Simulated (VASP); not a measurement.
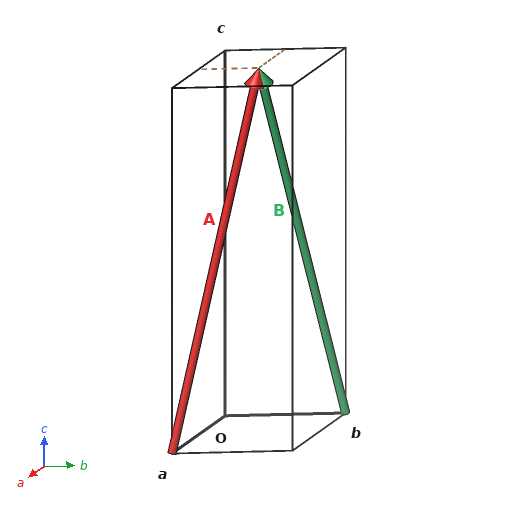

Crystal: GaN, a cell listed in the Materials Project, as set up for an electronic-structure calculation. Each arrow starts at a corner of the unit cell and ends on its surface; where a tip isn't a corner, dashed lines run from it parallel to the axes. Symmetry computed with spglib at a tolerance of 0.002 Å; standard conventional cell.

a = 3.212 Å, b = 3.212 Å, c = 10.357 Å, α = 90.00°, β = 90.00°, γ = 120.00°.

Which lattice directions are drawn?

Arrow A runs from (1, 0, 0) to (1/2, 1/2, 1), so [−1 1 2], in four indices [−1 1 0 2]; Arrow B runs from (0, 1, 0) to (1/2, 1/2, 1), so [1 −1 2], in four indices [1 −1 0 2].

How long is the vector ua + vb + wc in each case, and what angles do the directions make?

A 21.448 Å; B 21.448 Å. A–B: 30.1°.
